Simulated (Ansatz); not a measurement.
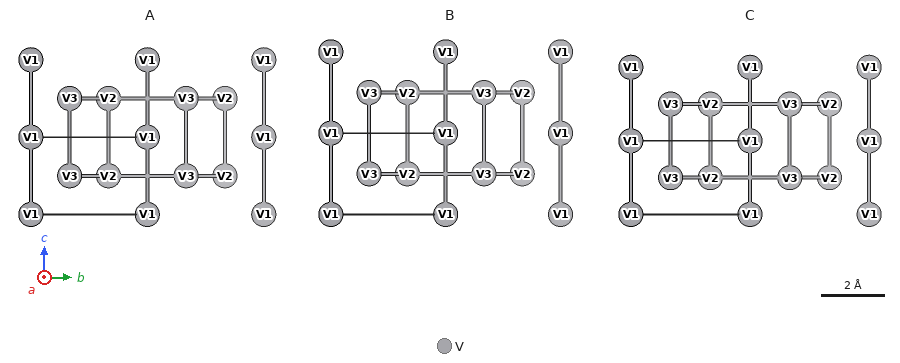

3 geometries from one relaxation of a crystal of V (a generated structure, set up in P6/mmm), in shuffled order. The picture is a ball-and-stick view of the cell of the calculation, repeated 1 × 2 × 2 with one cell outlined, seen along the a axis.

Phase: omega (AlB2-type).

Method: DFT, r2SCAN, plane waves (500 eV) with PAW, scalar-relativistic in Ansatz. (plane-wave cutoff 500 eV; k-point mesh 9 × 9 × 12; occupations fermi dirac; smearing width 0.1 eV; no spin polarisation; cell and atoms relaxed; force threshold 0.01 eV/Å; at most 60 steps)

> Put them in the order of the run, from the start to the converged end.

B, A, C. They are steps 0, 1, 8, at +133 meV per atom, +37.8 meV per atom relative to the last. Over 5 accepted moves (8 points after the start) the energy falls by 133 meV per atom. All forces vanish by symmetry, so only the cell relaxes. The pressure goes from −3.37 to 0.00 GPa. The line search rejected the trial step at point 3 of the run. The SCF was repeated twice at an unchanged geometry on a basis and grid sized afresh for the cell, which shifted the energy by 0.1 meV per atom at most. The atoms keep their places relative to the cell (all moves are under 0.005 Å). The drawn cell changes as follows: a = b 4.275 → 4.436 Å (+3.8 %), c 2.621 → 2.372 Å (−9.5 %); the volume changes by −2.5 %. Near-neighbour distances that change, for instance: V1–V1 2.621 → 2.372 Å, V2–V3 2.468 → 2.561 Å, V1–V2 2.794 → 2.823 Å. The space group stays P6/mmm (No. 191). Cost: 120 s on 1 thread of Intel(R) Xeon(R) Platinum 8259CL CPU @ 2.50GHz (Skylake/Cascade Lake) (shared host), peak memory 0.68 GiB.
